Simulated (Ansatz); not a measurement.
**SrTiO3: a changed input and its effect**

System: SrTiO3 (5 atoms in the cell).
Method of run A: DFT, PBEsol, plane waves, PAW, Ueff = 1 eV on Ti d, no spin polarisation (Ansatz 0.2.0).

The structure derives from an entry of the Crystallography Open Database. Text and figures count atoms from 1; the logs count them from 0 in places.

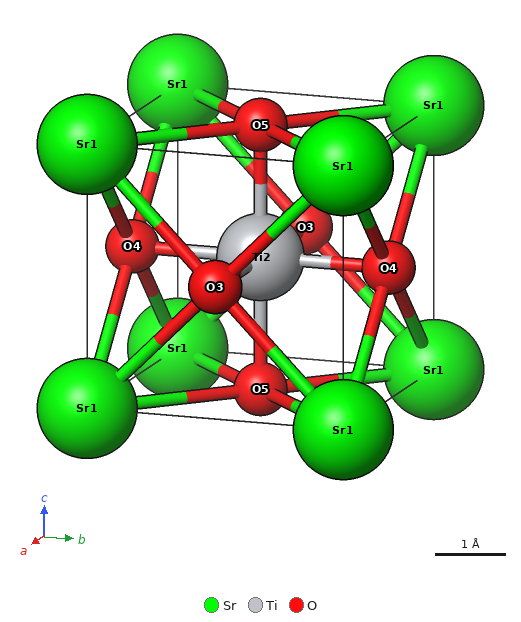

**Figure 1.** The structure (ball-and-stick view of the cell of the calculation, seen slightly off an axis; atoms are numbered from 1 in the order of the input). An atom can appear more than once, as a periodic image.

### Input file, run A
```yaml
crystal:
  lattice:
    - [3.8911201339, 0.0, 0.0]
    - [0.0, 3.8911201339, 0.0]
    - [0.0, 0.0, 3.8911201339]
  atoms:
    - { symbol: Sr, position: [0.0, 0.0, 0.0] }
    - { symbol: Ti, position: [0.5, 0.5, 0.5] }
    - { symbol: O, position: [0.0, 0.5, 0.5] }
    - { symbol: O, position: [0.5, 0.0, 0.5] }
    - { symbol: O, position: [0.5, 0.5, 0.0] }
basis:
  ecutwfc: 420
kpoints:
  mp_grid: { grid: [8, 8, 8] }
hamiltonian:
  xc: pbesol
  hubbard: { sites: [{ species: Ti, l: d, u_eff: 1.0 }], double_counting: fll }
scf:
  occupations: { method: gaussian, width: 0.02 }
output:
  forces: true
  eigenvalues: true
  stress: true
```

Launched with:
```bash
ansatz run input.yaml --threads 2 --pin off --max-ram 5120MiB --backend cpu --events-out ev --progress --plain --runs-dir out
```

Hardware: 2 threads of Intel Xeon (Granite Rapids), 192 GiB of memory available, shared host.

### Output, shortened to warnings, some set-up lines, iterations and results (run A)
```
Basis set: ecut = 420 eV, 1189 PW (Γ), exchange–correlation on 54×54×54 points (8 copies of the dense FFT grid, shifted against one another)
Symmetry: 48 space group operations
k-points: 35 of 512
Initial density: superposition of atomic densities (chi_scale 0.1, normalization cell, long waves kept (reshape's long-wave potential 0.00 eV rms))
[...]
SCF iter   1: F=—  HF=-7656.637914 eV  |F-HF|=—  |Δ(HF+E_count)|=         —  Δρ=5.39e-2  dr2=1.55e0  ethr=3.10e-3  ⟨swp⟩=7.5  Hψ=4661  notcnv=0
SCF iter   2: F=—  HF=-7656.394993 eV  |F-HF|=—  |Δ(HF+E_count)|=   2.43e-1  Δρ=2.81e-2  dr2=3.82e-1  ethr=3.10e-3  ⟨swp⟩=2.4  Hψ=1447  notcnv=0  defer=35
SCF iter   3: F=—  HF=-7656.355945 eV  |F-HF|=—  |Δ(HF+E_count)|=   3.90e-2  Δρ=1.34e-2  dr2=1.08e-1  ethr=9.54e-4  ⟨swp⟩=2.4  Hψ=1662  notcnv=0  defer=35
SCF iter   4: F=—  HF=-7656.344303 eV  |F-HF|=—  |Δ(HF+E_count)|=   1.16e-2  Δρ=5.78e-3  dr2=1.55e-2  ethr=2.71e-4  ⟨swp⟩=2.8  Hψ=1517  notcnv=0  defer=35
SCF iter   5: F=—  HF=-7656.344534 eV  |F-HF|=—  |Δ(HF+E_count)|=   2.31e-4  Δρ=1.56e-3  dr2=1.00e-3  ethr=3.87e-5  ⟨swp⟩=2.1  Hψ=1302  notcnv=0  defer=35
SCF iter   6: F=—  HF=-7656.344951 eV  |F-HF|=—  |Δ(HF+E_count)|=   4.17e-4  Δρ=2.82e-4  dr2=4.04e-5  ethr=2.51e-6  ⟨swp⟩=2.5  Hψ=1494  notcnv=0  defer=35
SCF iter   7: F=—  HF=-7656.344997 eV  |F-HF|=—  |Δ(HF+E_count)|=   4.59e-5  Δρ=6.36e-5  dr2=3.29e-6  ethr=1.01e-7  ⟨swp⟩=2.0  Hψ=1322  notcnv=0  defer=35
SCF iter   8: F=-7656.344998 eV  HF=-7656.344998 eV  |F-HF|=1.92e-8  |Δ(HF+E_count)|=   8.91e-7  Δρ=8.93e-6  dr2=5.33e-8  ethr=2.50e-10  ⟨swp⟩=10.3  Hψ=4842  notcnv=0
SCF 1 converged in 8 iterations: F = -7656.344998 eV  dr2 = 5.33e-8
SCF converged after 8 iterations
Free energy (F): -7656.344998 eV
Harris-Foulkes:  -7656.344998 eV  (|F-HF|=1.92e-8)
Internal energy: -7656.344998 eV  (E = F + TS)
E sigma→0 (E₀):  -7656.344998 eV
Fermi energy:    11.026129 eV
--- Per-component energies (eV) ---
  E_band       = -202.580680
  E_kinetic    = 1046.230694
  E_local      = -2365.601807  (includes V_loc(G=0)·N_el)
  E_nonlocal   = 351.156259
  E_hartree    = 824.365218
  E_xc         = -491.122164
  E_vxc        = -569.148178  (∫ρ·V_xc dr)
  E_hubbard    = 0.891946  (on-site DFT+U / exact-exchange correction)
  E_vhub       = 0.599117  (the Hubbard potential's part of the band-sum identity)
  E_paw        = -4121.036645  (= ΣΔE_a)
  E_vpaw       = -314.553707  (= ΣTr[D̂ρ^β])
  E_aug_tail   = 0.007600  (compensation charges beyond the density's cutoff)
  E_ewald      = -2901.615695
  E_core_change = 0.379595  (= ΣΔE_core)
  E_smearing   = -0.000000  (= −TS)
  E_closure    = -0.000000  (closes the sum)
  Σ components = -7656.344998   (vs F -7656.344998, Δ=0.00e0)
--- Forces (eV/Å), atoms counted from 1 ---
  atom   1  Sr    -0.00000000     0.00000000    -0.00000000
  atom   2  Ti     0.00000000     0.00000000     0.00000000
  atom   3  O      0.00000000    -0.00000000    -0.00000000
  atom   4  O      0.00000000    -0.00000000    -0.00000000
  atom   5  O      0.00000000    -0.00000000    -0.00000000
  max |Σ_I F_I| component: 5.06e-29 eV/Å
--- Stress (GPa, compression-positive) ---
        0.360060       0.000000      -0.000000
        0.000000       0.360060       0.000000
        0.000000       0.000000       0.360060
  P = ⅓ Tr σ = 0.3601 GPa (3.601 kbar)
Occupation matrices written to [file]
```

The input of run B differs as follows (lines with − go, lines with + come):
```diff
-  hubbard: { sites: [{ species: Ti, l: d, u_eff: 1.0 }], double_counting: fll }
+  convergence: { dr2_threshold: 1.0e-09 }
+  mixing: { preconditioner: resta }
```

What does this change do to the results?

The total energies belong to different models, so their difference says nothing on which is more stable or more accurate. The gap on the mesh goes from 1.96 to 1.85 eV. The pressure goes from 0.36 to 0.00 GPa. The SCF takes 9 iterations against 8. The two runs start from different initial densities, which also moves the count.

### Output, shortened to warnings, some set-up lines, iterations and results (run B)
```
Warning: output.stress: scf.convergence.dr2_threshold = 1e-9 eV is looser than the 5e-10 eV advised for a printed stress (1e-10 eV for each atom of the cell: 5). What an SCF threshold leaves in a stress goes as its square root, and in the free energy as the threshold itself, and one threshold admits the most on a small cell: of the crystals measured, under no hybrid functional and no lock of the …
Basis set: ecut = 420 eV, 1189 PW (Γ), exchange–correlation on 54×54×54 points (8 copies of the dense FFT grid, shifted against one another)
Symmetry: 48 space group operations
k-points: 35 of 512
Initial density: superposition of atomic densities (neutral atoms: chi_scale 0, normalization atom), corrected by the library's trained network
[...]
SCF iter   1: F=—  HF=-7657.273397 eV  |F-HF|=—  |Δ(HF+E_count)|=         —  Δρ=1.69e-2  dr2=1.41e-1  ethr=1.77e-3  ⟨swp⟩=7.5  Hψ=4663  notcnv=0
SCF iter   2: F=—  HF=-7657.248924 eV  |F-HF|=—  |Δ(HF+E_count)|=   2.45e-2  Δρ=7.21e-3  dr2=2.86e-2  ethr=3.53e-4  ⟨swp⟩=2.1  Hψ=1629  notcnv=0  defer=35
SCF iter   3: F=—  HF=-7657.243551 eV  |F-HF|=—  |Δ(HF+E_count)|=   5.37e-3  Δρ=1.91e-3  dr2=1.99e-3  ethr=7.15e-5  ⟨swp⟩=2.1  Hψ=1294  notcnv=0  defer=35
SCF iter   4: F=—  HF=-7657.243187 eV  |F-HF|=—  |Δ(HF+E_count)|=   3.64e-4  Δρ=5.94e-4  dr2=1.21e-4  ethr=4.97e-6  ⟨swp⟩=2.1  Hψ=1514  notcnv=0  defer=35
SCF iter   5: F=—  HF=-7657.243212 eV  |F-HF|=—  |Δ(HF+E_count)|=   2.54e-5  Δρ=1.01e-4  dr2=8.03e-6  ethr=3.03e-7  ⟨swp⟩=1.9  Hψ=1361  notcnv=0  defer=35
SCF iter   6: F=—  HF=-7657.242990 eV  |F-HF|=—  |Δ(HF+E_count)|=   2.23e-4  Δρ=3.08e-5  dr2=6.32e-7  ethr=2.01e-8  ⟨swp⟩=2.1  Hψ=1435  notcnv=0  defer=35
SCF iter   7: F=—  HF=-7657.242988 eV  |F-HF|=—  |Δ(HF+E_count)|=   1.51e-6  Δρ=8.00e-6  dr2=3.43e-8  ethr=1.58e-9  ⟨swp⟩=2.1  Hψ=1369  notcnv=0  defer=35
SCF iter   8: F=—  HF=-7657.242988 eV  |F-HF|=—  |Δ(HF+E_count)|=   5.79e-9  Δρ=1.48e-6  dr2=1.01e-9  ethr=2.50e-12  ⟨swp⟩=9.0  Hψ=4754  notcnv=0
SCF iter   9: F=-7657.242988 eV  HF=-7657.242988 eV  |F-HF|=0.00e0  |Δ(HF+E_count)|=  3.10e-10  Δρ=2.33e-7  dr2=2.03e-11  ethr=2.50e-12  ⟨swp⟩=4.0  Hψ=2813  notcnv=0
SCF 1 converged in 9 iterations: F = -7657.242988 eV  dr2 = 2.03e-11
SCF converged after 9 iterations
Free energy (F): -7657.242988 eV
Harris-Foulkes:  -7657.242988 eV  (|F-HF|=0.00e0)
Internal energy: -7657.242988 eV  (E = F + TS)
E sigma→0 (E₀):  -7657.242988 eV
Fermi energy:    10.930007 eV
--- Per-component energies (eV) ---
  E_band       = -202.081810
  E_kinetic    = 1046.212208
  E_local      = -2367.036514  (includes V_loc(G=0)·N_el)
  E_nonlocal   = 351.497210
  E_hartree    = 825.559123
  E_xc         = -491.039986
  E_vxc        = -569.043052  (∫ρ·V_xc dr)
  E_paw        = -4121.206521  (= ΣΔE_a)
  E_vpaw       = -314.837456  (= ΣTr[D̂ρ^β])
  E_aug_tail   = 0.007591  (compensation charges beyond the density's cutoff)
  E_ewald      = -2901.615695
  E_core_change = 0.379595  (= ΣΔE_core)
  E_smearing   = -0.000000  (= −TS)
  E_closure    = -0.000000  (closes the sum)
  Σ components = -7657.242988   (vs F -7657.242988, Δ=0.00e0)
--- Forces (eV/Å), atoms counted from 1 ---
  atom   1  Sr    -0.00000000     0.00000000     0.00000000
  atom   2  Ti     0.00000000     0.00000000     0.00000000
  atom   3  O      0.00000000     0.00000000     0.00000000
  atom   4  O      0.00000000    -0.00000000     0.00000000
  atom   5  O      0.00000000    -0.00000000     0.00000000
  max |Σ_I F_I| component: 6.22e-29 eV/Å
--- Stress (GPa, compression-positive) ---
       -0.002311       0.000000       0.000000
        0.000000      -0.002311       0.000000
       -0.000000       0.000000      -0.002311
  P = ⅓ Tr σ = -0.0023 GPa (-0.023 kbar)
```

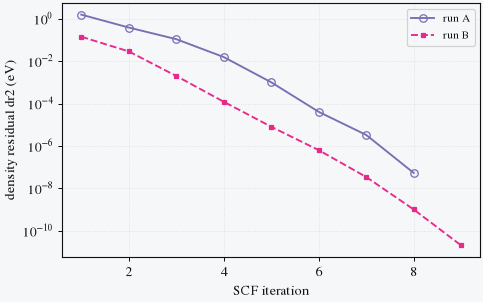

**Figure 2.** Convergence of the two runs: density residual dr2 against the SCF iteration. Run A takes 8 iterations in all, and run B takes 9.

### The two runs side by side

| quantity | run A | run B |
| --- | --- | --- |
| outcome | converged | converged |
| free energy per atom (eV) | −1531.2690 | −1531.4486 |
| gap on the mesh (eV) | 1.96 | 1.85 |
| pressure (GPa) | 0.36 | 0.00 |
| largest force (eV/Å) | 0.000 | 0.000 |
| SCF iterations | 8 | 9 |
| irreducible k-points | 35 | 35 |
| plane waves at Γ | 1189 | 1189 |
| wall time (shared host) | 1.7 s | 1.2 s |

For run B: Warnings: the SCF threshold is looser than advised for the printed stress.
